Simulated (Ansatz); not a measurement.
## Energy of KI along a shift of atoms along one path

System: KI (I4mm, 2 atoms in the cell).
Method: DFT r2SCAN, scalar-relativistic, plane waves, PAW, no spin polarisation (Ansatz 0.2.0).

The 6 runs differ only in the geometry, by a shift of atoms along one path in a fixed cell. The shift s is measured from run 4: I2 moves along the Cartesian direction (0.00, 0.00, 1.00). The structure derives from an entry of the Crystallography Open Database.

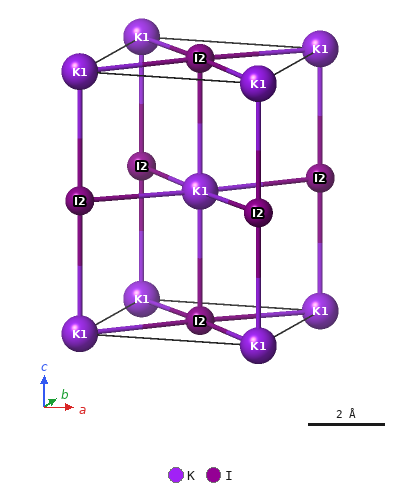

Figure 1. The structure of run 4 (ball-and-stick view of the cell 2 times as large as that of the calculation, set on its symmetry axes, seen slightly off an axis; atoms are numbered from 1 in the order of the input). An atom can appear more than once, as a periodic image.

### Input of run 4
```yaml
crystal:
  lattice:
    - [0.0, 3.52455, 3.52455]
    - [3.52455, 0.0, 3.52455]
    - [3.52455, 3.52455, 0.0]
  atoms:
    - { symbol: K, position: [0.0, 0.0, 0.0] }
    - { symbol: I, position: [0.4929068959, 0.4929068959, 0.5070931041] }
basis:
  ecutwfc: 500
kpoints:
  mp_grid: { grid: [6, 6, 6] }
hamiltonian:
  xc: r2scan
scf:
  occupations: { method: gaussian, width: 0.05 }
output:
  forces: true
  stress: true
  eigenvalues: true
```

Command:
```bash
ansatz run input.yaml --threads 1 --pin off --max-ram 2560MiB --backend cpu --events-out ev --progress --plain --runs-dir out
```

Lattice vectors (Å) and fractional positions of run 4:
```
   0.000000    3.524550    3.524550
   3.524550    0.000000    3.524550
   3.524550    3.524550    0.000000
K   0.000000  0.000000  0.000000
I   0.492907  0.492907  0.507093
```

Run 5 differs from it as follows:
```diff
-    - { symbol: I, position: [0.4929068959, 0.4929068959, 0.5070931041] }
+    - { symbol: I, position: [0.496453448, 0.496453448, 0.503546552] }
```

### Results, with one run withheld

| run | shift s of I2 (Å) | free energy per atom, from the lowest run given (meV) | pressure (GPa) | gap on the mesh (eV) | force along the path (eV/Å) |
| --- | --- | --- | --- | --- | --- |
| 1 | −0.1000 | 6.28 | 0.34 | 4.63 | 0.193 |
| 2 | −0.0750 | 4.09 | 0.31 | 4.63 | 0.158 |
| 3 | −0.0250 | 0.96 | 0.26 | 4.63 | 0.093 |
| 4 | 0.0000 | 0.00 | 0.25 | 4.63 | 0.061 |
| 5 | 0.0250 | ? | ? | ? | ? |
| 6 | 0.1500 | 2.32 | 0.28 | 4.63 | −0.125 |

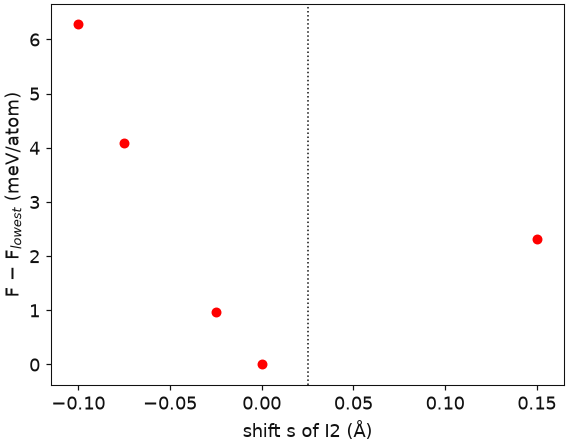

Figure 2. Free energy per atom of the runs given; the dotted line marks run 5.

What should run 5 give?

A cubic polynomial in the coordinate, fitted to the 5 runs given, misses them by under 0.01 meV per atom. With x = s + 0.0100, it reads F = 0.33602 − 36.71 x + 319.06 x² − 75.793 x³ (meV per atom). At run 5 it gives −0.56 meV per atom, and the run itself gives −0.57. The slope of the fit gives a force −dF/ds of 0.029 eV/Å along the path (summed over the atoms that move), and the printed forces give 0.031 eV/Å. The fit has its minimum at s = 0.0488 Å.

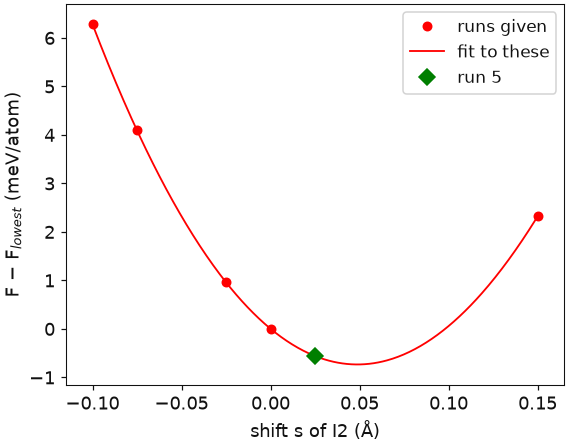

Figure 3. The fit and the withheld run.

### Output, shortened to warnings, some set-up lines, iterations and results (run 5)
```
Basis set: ecut = 500 eV, 2229 PW (Γ), exchange–correlation on 160×160×160 points (64 copies of the dense FFT grid, shifted against one another)
Symmetry: 8 space group operations
k-points: 30 of 216 (time reversal used)
Initial density: superposition of atomic densities (neutral atoms: chi_scale 0, normalization atom), corrected by the library's trained network
[...]
SCF iter   1: F=—  HF=-9073.910580 eV  |F-HF|=—  |Δ(HF+E_count)|=         —  Δρ=2.50e-3  dr2=3.46e-3  dr2_τ=6.64e-4  ethr=1.77e-3  ⟨swp⟩=6.6  Hψ=3065  notcnv=0
SCF iter   2: F=—  HF=-9073.919709 eV  |F-HF|=—  |Δ(HF+E_count)|=   9.13e-3  Δρ=9.90e-4  dr2=3.91e-4  dr2_τ=3.97e-5  ethr=1.33e-5  ⟨swp⟩=2.9  Hψ=1283  notcnv=0
SCF iter   3: F=—  HF=-9073.919866 eV  |F-HF|=—  |Δ(HF+E_count)|=   1.57e-4  Δρ=2.30e-4  dr2=2.08e-5  dr2_τ=3.73e-6  ethr=1.50e-6  ⟨swp⟩=2.0  Hψ=900  notcnv=0
SCF iter   4: F=—  HF=-9073.919888 eV  |F-HF|=—  |Δ(HF+E_count)|=   2.21e-5  Δρ=8.93e-5  dr2=1.16e-5  dr2_τ=4.44e-7  ethr=8.01e-8  ⟨swp⟩=2.0  Hψ=900  notcnv=0
SCF iter   5: F=—  HF=-9073.919883 eV  |F-HF|=—  |Δ(HF+E_count)|=   4.73e-6  Δρ=1.24e-5  dr2=1.85e-7  dr2_τ=9.13e-9  ethr=4.47e-8  ⟨swp⟩=2.0  Hψ=900  notcnv=0
SCF iter   6: F=-9073.919883 eV  HF=-9073.919883 eV  |F-HF|=7.49e-9  |Δ(HF+E_count)|=   3.33e-8  Δρ=2.93e-6  dr2=8.86e-9  dr2_τ=4.12e-10  ethr=3.85e-10  ⟨swp⟩=7.0  Hψ=2459  …
SCF 1 converged in 6 iterations: F = -9073.919883 eV  dr2 = 8.86e-9
SCF converged after 6 iterations
Free energy (F): -9073.919883 eV
Harris-Foulkes:  -9073.919883 eV  (|F-HF|=7.49e-9)
Internal energy: -9073.919883 eV  (E = F + TS)
E sigma→0 (E₀):  -9073.919883 eV
Fermi energy:    4.295232 eV
--- Per-component energies (eV) ---
  E_band       = -542.238930
  E_kinetic    = 442.819761
  E_local      = -2820.406580  (includes V_loc(G=0)·N_el)
  E_nonlocal   = -77.364582
  E_hartree    = 1337.008722
  E_xc         = -255.102519
  E_vxc        = -326.407406  (∫ρ·V_xc dr)
  E_paw        = -5627.525138  (= ΣΔE_a)
  E_vpaw       = -454.383295  (= ΣTr[D̂ρ^β])
  E_aug_tail   = -0.000039  (compensation charges beyond the density's cutoff)
  E_vtau       = 19.491053  (kinetic-family band-sum trace: ∫τ·v_τ [+ j·A + Jᵃ·Aᵃ] dr)
  E_ewald      = -2073.226377
  E_core_change = -0.123132  (= ΣΔE_core)
  E_smearing   = -0.000000  (= −TS)
  E_closure    = -0.000000  (closes the sum)
  Σ components = -9073.919883   (vs F -9073.919883, Δ=0.00e0)
--- Forces (eV/Å), atoms counted from 1 ---
  atom   1  K     -0.00000000     0.00000000    -0.03047630
  atom   2  I     -0.00000000     0.00000000     0.03050949
  max |Σ_I F_I| component: 3.32e-5 eV/Å
--- Stress (GPa, compression-positive) ---
        0.237799       0.000000       0.000000
        0.000000       0.237799       0.000000
        0.000000       0.000000       0.248096
  P = ⅓ Tr σ = 0.2412 GPa (2.412 kbar)
```
